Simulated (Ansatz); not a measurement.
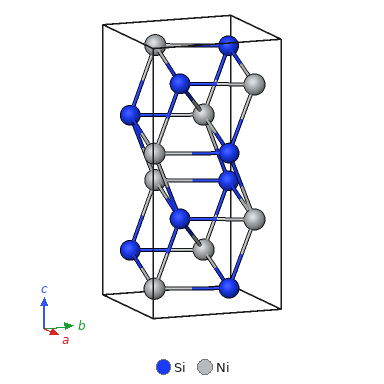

System: SiNi, space group P2_13 (No. 198). The picture shows the cell.

The given structure:
```
CELL_PARAMETERS angstrom
0.00000 -4.46798 0.00000
0.00000 0.00000 -4.46798
8.93595 0.00000 0.00000
ATOMIC_POSITIONS crystal
Si 0.15354 0.15354 0.17323
Si 0.15354 0.15354 0.67323
Si 0.84646 0.65354 0.07677
Si 0.84646 0.65354 0.57677
Si 0.34646 0.84646 0.92323
Si 0.34646 0.84646 0.42323
Si 0.65354 0.34646 0.82677
Si 0.65354 0.34646 0.32677
Ni 0.85101 0.85101 0.82450
Ni 0.85101 0.85101 0.32450
Ni 0.14899 0.35101 0.92550
Ni 0.14899 0.35101 0.42550
Ni 0.64899 0.14899 0.07450
Ni 0.64899 0.14899 0.57450
Ni 0.35101 0.64899 0.17550
Ni 0.35101 0.64899 0.67550
```

Method: rigid opening of a crystal across a plane by lengthening cell vector c along the normal, one cut a cell, unrelaxed, by plane-wave density functional theory with PAW datasets, free energies less that of the undisturbed cell; scalar-relativistic (Ansatz 0.2.0). Level: PBEsol, no spin polarisation.

```csv
setting,value
wave cutoff,420 eV
k mesh,9×9×5
occupations,Gaussian
smearing width,0.15 eV
k shift,"(0, 0, 0) (mesh steps)"
start,relaxed
height of the cut,0 (fraction of cell vector c)
```

Predict the separation energy and traction against opening. The opening takes the values 0.0, 0.5, 1.0, 2.0, 3.0 Å.

The separation energy rises from 0.0 mJ/m² at opening 0.0 Å to 2743.5 mJ/m² at 3.0 Å. The traction goes from 0.01 GPa at opening 0.0 Å to 1.08 GPa at 3.0 Å, not monotonically, with a high of 21.06 GPa at 0.5 Å.

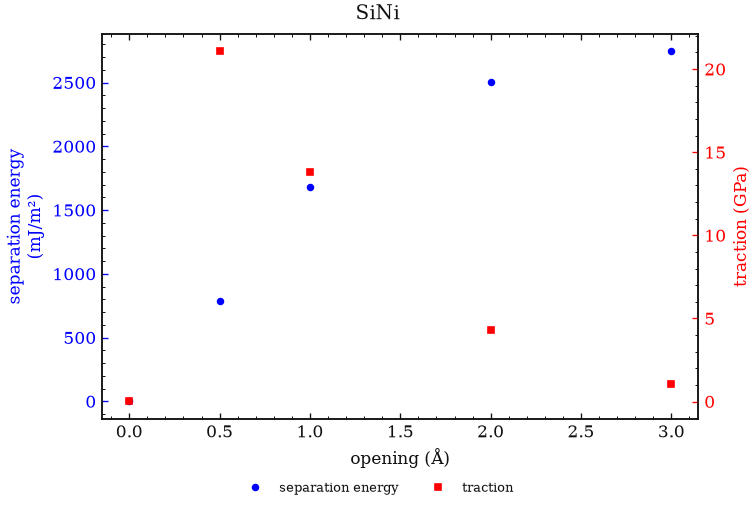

Keep in mind: no spin polarisation, a magnetic state may lie lower.
